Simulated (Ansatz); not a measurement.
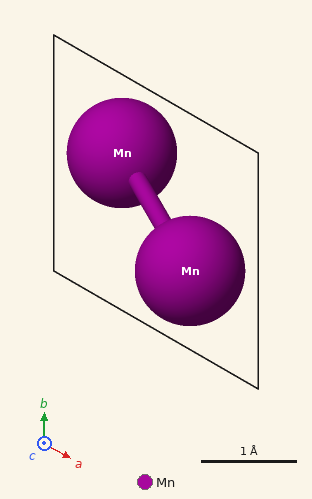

Starting structure of solid Mn (built on the database_194 type) (coarse preliminary run). Style: ball-and-stick. Shown: the cell of the calculation, along the c axis.

Case: structure listed in a database for this formula (P6_3/mmc, No. 194).

The calculation used DFT r2SCAN, scalar-relativistic, plane waves, PAW (Ansatz).

Input file:
```yaml
crystal:
  lattice:
    - [2.4836457705, 0.0, 0.0]
    - [-1.2418228852, 2.1509003313, 0.0]
    - [0.0, 0.0, 4.026195]
  atoms:
    - { symbol: Mn, position: [0.66666667, 0.33333333, 0.75], spin: 0.2 }
    - { symbol: Mn, position: [0.33333333, 0.66666667, 0.25], spin: 0.2 }
basis:
  ecutwfc: 500
kpoints:
  mp_grid: { grid: [9, 9, 4] }
hamiltonian:
  xc: r2scan
scf:
  occupations: { method: gaussian, width: 0.1 }
  lower_state_search: "off"
output:
  forces: true
  stress: true
  eigenvalues: true
  populations: true
magnetization:
  spin_polarized: true
relax:
  adjacent_minimum: "off"
  f_tol: 0.04
  max_steps: 70
  cell: { stress_tol: 0.4 }
```

> What does the optimiser find from here?

The atoms keep their places relative to the cell (all moves are under 0.005 Å). Cell: a = b 2.484 → 2.455 Å (−1.2 %), c 4.026 → 3.992 Å (−0.8 %). Volume −3.1 %. Near-neighbour distances that change, for instance: Mn1–Mn1 2.484 → 2.455 Å, Mn1–Mn2 2.472 → 2.448 Å. The space group stays P6_3/mmc (No. 194). Over 2 accepted moves (3 points after the start) the energy falls by 9.5 meV per atom. All forces vanish by symmetry, so only the cell relaxes. Pressure: −8.92 GPa at the start and 0.17 GPa at the end. The SCF was repeated once at an unchanged geometry on a basis and grid sized afresh for the cell, which shifted the energy by 0.1 meV per atom at most.

History of the run:

```
step  E − E(0), meV/atom  pressure, GPa  volume, Å³/atom                      note
   0                0.00          -8.92           10.754                          
   1               -8.67          -2.91           10.526                          
   2               -9.65           0.18           10.418                          
   3               -9.54           0.17           10.418  same geometry, new basis
```

The end point in the same view:

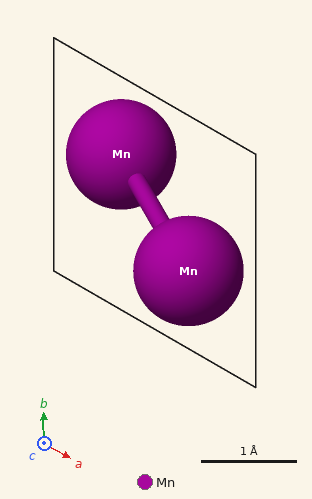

Limits of the set-up: the k-point mesh is coarse for a cell with partly filled bands.
